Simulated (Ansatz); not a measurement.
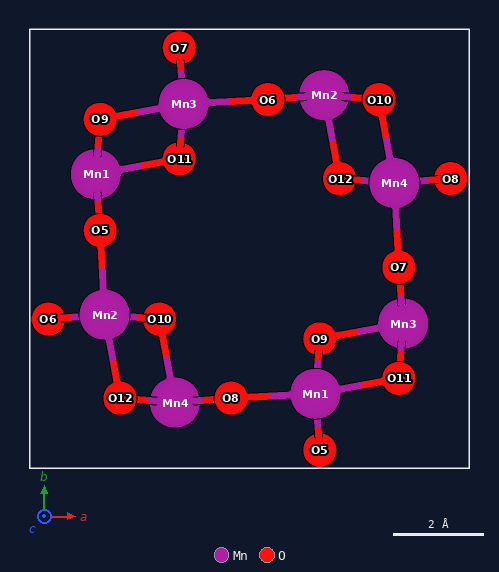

Starting structure of a crystal of MnO2 (set up in I4/m). Style: ball-and-stick. Shown: the conventional cell (2 times the calculation's cell), along the c axis. Lengths and directions refer to the drawn axes.

The run lets cell and atoms move.

The calculation used Kohn-Sham DFT of a periodic cell, PBEsol, Ansatz PAW in Ansatz 0.2.0.

The input:
```yaml
crystal:
  lattice:
    - [-4.9075, 4.9075, 1.4235]
    - [4.9075, -4.9075, 1.4235]
    - [4.9075, 4.9075, -1.4235]
  atoms:
    - { symbol: Mn, position: [0.83, 0.65, 0.48], spin: 4.0 }
    - { symbol: Mn, position: [0.65, 0.17, 0.82], spin: 4.0 }
    - { symbol: Mn, position: [0.17, 0.35, 0.52], spin: 4.0 }
    - { symbol: Mn, position: [0.35, 0.83, 0.18], spin: 4.0 }
    - { symbol: O, position: [0.458, 0.16, 0.618] }
    - { symbol: O, position: [0.16, 0.542, 0.702] }
    - { symbol: O, position: [0.542, 0.84, 0.382] }
    - { symbol: O, position: [0.84, 0.458, 0.298] }
    - { symbol: O, position: [0.205, 0.16, 0.365] }
    - { symbol: O, position: [0.16, 0.795, 0.955] }
    - { symbol: O, position: [0.795, 0.84, 0.635] }
    - { symbol: O, position: [0.84, 0.205, 0.045] }
hamiltonian:
  xc: pbesol
  pseudopotentials: { kind: paw }
magnetization:
  spin_polarized: true
kpoints:
  mp_grid: { grid: [10, 10, 10] }
scf:
  occupations: { method: fermi_dirac, width: 0.05 }
output:
  forces: true
  stress: true
  eigenvalues: true
relax:
  f_tol: 0.01
  max_steps: 40
  cell: { stress_tol: 0.05 }
```

Run as
```bash
ansatz run input.yaml --threads 4 --pin off --max-ram 11264MiB --backend cpu --events-out ev --progress --plain --runs-dir out
```

Q: What does the optimiser find from here?

A: The largest moves relative to the cell, 0.047 Å, are those of 8 atoms (O5, O6, O7, O8 and others). O10 goes along [1 3 0]. Largest moves by element: O 0.047 Å, Mn 0.027 Å. The volume changes by −2.7 %, with a = b 9.815 → 9.703 Å (−1.1 %), c 2.847 → 2.836 Å (−0.4 %). Some distances before and after: Mn1–O5 1.901 → 1.875 Å, Mn1–O9 1.882 → 1.891 Å, Mn1–O8 1.887 → 1.882 Å, Mn1–O11 1.896 → 1.901 Å. Bond angles that change, for instance: O6–Mn3–O11 94.9° → 91.7°, O6–Mn3–O7 91.0° → 93.2°, O6–Mn3–O9 172.5° → 170.5°. The space group stays I4/m (No. 87). The energy falls by 11.1 meV per atom in 6 accepted moves (8 points after the start). Largest force component: 0.7 eV/Å at the start, 0.0018 eV/Å at the end. The pressure goes from −2.25 to −0.01 GPa. At 2 points the geometry stayed and the basis and grid were re-selected for the new cell (energy shift of 1.2 meV per atom at most each time). The run may lie on a higher electronic state than the lowest, so the end point isn't shown to be the ground-state structure. The run took 10 min on 4 threads of Arm Neoverse V2 (shared host), peak memory 2 GiB.

After the run, drawn alike:

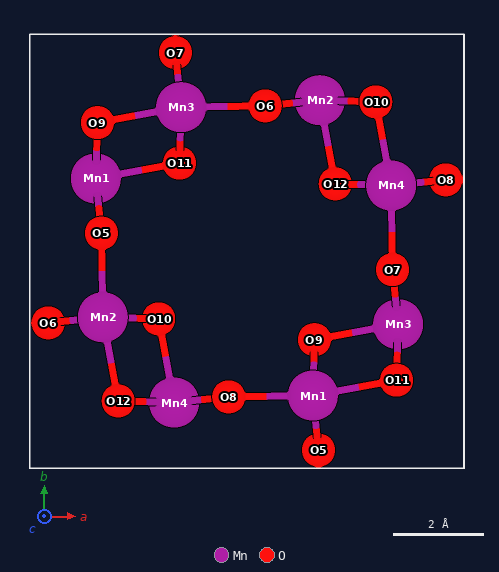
